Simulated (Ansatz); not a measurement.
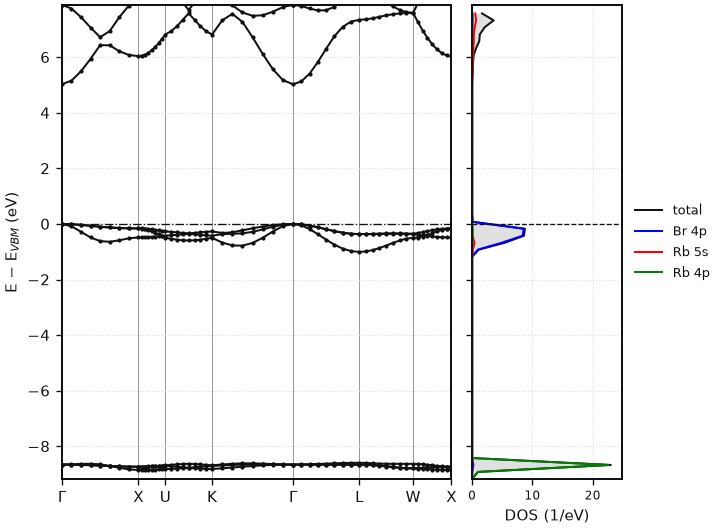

Band structure and density of states. Energies are counted from the top of the valence band. The path runs straight from each named point to the next. The partial curves are projected on Löwdin-orthogonalised atomic shells; they sum to less than the total at higher energies, where shells without a projector contribute.

The material is RbBr, space group Fm-3m, 2 atoms in the cell.

Computed with Ansatz 0.2.0: DFT with r2SCAN, PAW plane waves, no spin polarisation, 7×7×7 k mesh, 500 eV cutoff, Fermi-Dirac smearing of 0.1 eV.

Q: Is there a gap? Give its size, its kind and where the band edges lie.

A: The bands leave a gap. The gap along this path is 5.03 eV and direct: both edges lie at Γ.

Q: How many bands meet at the valence-band top?

A: Three bands meet at the valence-band top at Γ: it is triply degenerate (spin aside).
